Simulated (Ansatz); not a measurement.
System: a slab cut from ZrN (slab content Zr₇N₇), space group Fm-3m (No. 225).

Structure:
```yaml
crystal:
  lattice:
    - [0.00000, 2.27610, 2.27610]
    - [2.27610, 0.00000, 2.27610]
    - [2.27610, 2.27610, 0.00000]
  atoms:
    - { symbol: Zr, position: [0.00000, 0.00000, 0.00000] }
    - { symbol: N, position: [0.50000, 0.50000, 0.50000] }
```

Input of one of the runs behind the figure:
```
crystal:
  lattice:
    - [3.2188796042, 0.0, 0.0]
    - [0.0, 4.5521831919, 0.0]
    - [0.0, 0.0, 24.6566388126]
  atoms:
    - { symbol: Zr, position: [0.5, 0.5, 0.3041777128] }
    - { symbol: "N", position: [0.5, 0.0, 0.3041777128] }
    - { symbol: Zr, position: [0.0, 0.0, 0.3694518086] }
    - { symbol: "N", position: [0.0, 0.5, 0.3694518086] }
    - { symbol: Zr, position: [0.5, 0.5, 0.4347259043] }
    - { symbol: "N", position: [0.5, 0.0, 0.4347259043] }
    - { symbol: Zr, position: [0.0, 0.0, 0.5] }
    - { symbol: "N", position: [0.0, 0.5, 0.5] }
    - { symbol: Zr, position: [0.5, 0.5, 0.5652740957] }
    - { symbol: "N", position: [0.5, 0.0, 0.5652740957] }
    - { symbol: Zr, position: [0.0, 0.0, 0.6305481914] }
    - { symbol: "N", position: [0.0, 0.5, 0.6305481914] }
    - { symbol: Zr, position: [0.5, 0.5, 0.6958222872] }
    - { symbol: "N", position: [0.5, 0.0, 0.6958222872] }
basis:
  ecutwfc: 420
kpoints:
  mp_grid: { grid: [11, 8, 1] }
hamiltonian:
  xc: pbesol
scf:
  occupations: { method: gaussian, width: 0.1 }
output:
  forces: true
  eigenvalues: true
relax:
  adjacent_minimum: "off"
  f_tol: 0.02
  max_steps: 60
efield:
  axis: 3
  dipole_correction: true
```

Method: spacing and rumpling of the atomic planes of a slab cut from the relaxed bulk cell along the Miller plane (conventional indices), bottom to top, after all atoms relax, plane waves with PAW datasets, Γ-centred k mesh (Ansatz 0.2.0). Level: PBEsol, no spin polarisation.

```
                               setting             value
space group in which the indices count               225
                        Miller index h                 1
                        Miller index k                 1
                        Miller index l                 0
                             top plane               ZrN
                          bottom plane               ZrN
                                planes                 7
                          surface cell            (1, 1)
                 slab thickness as cut            9.66 Å
                                vacuum              15 Å
                          surface area          14.65 Å²
                             surface a           3.219 Å
                             surface b           4.552 Å
                         surface angle              90 °
                            slab atoms                14
                           wave cutoff            420 eV
                                k mesh            11×8×1
                           occupations          Gaussian
                        smearing width            0.1 eV
                              boundary  dipole corrected
```

Predict the spacing change of each pair of planes. The cases: 1–2; 2–3; 3–4; 4–5; 5–6; 6–7.

The least value, −0.168 Å, is that of 1–2 and 6–7, and the largest, 0.054 Å, that of 2–3 and 5–6.

| pair of planes | spacing change (Å) | spacing to next (Å) |
| --- | --- | --- |
| 1–2 | −0.168 | 1.442 |
| 2–3 | 0.054 | 1.663 |
| 3–4 | −0.001 | 1.609 |
| 4–5 | −0.001 | 1.609 |
| 5–6 | 0.054 | 1.663 |
| 6–7 | −0.168 | 1.442 |

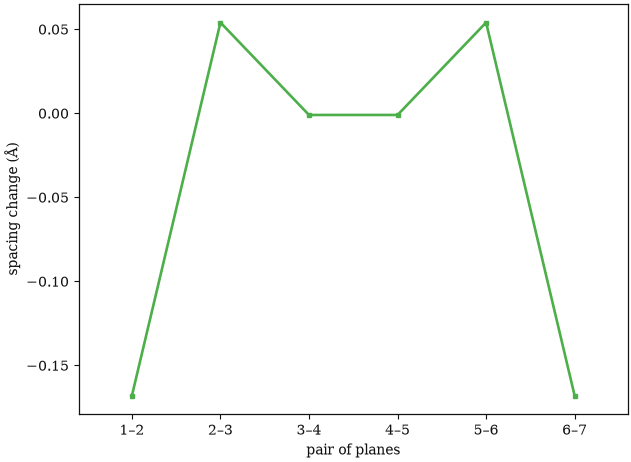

Limits of the calculation: coarse k mesh; k mesh lowers the symmetry; no spin polarisation, a magnetic state may lie lower; the vacuum may be too thin.
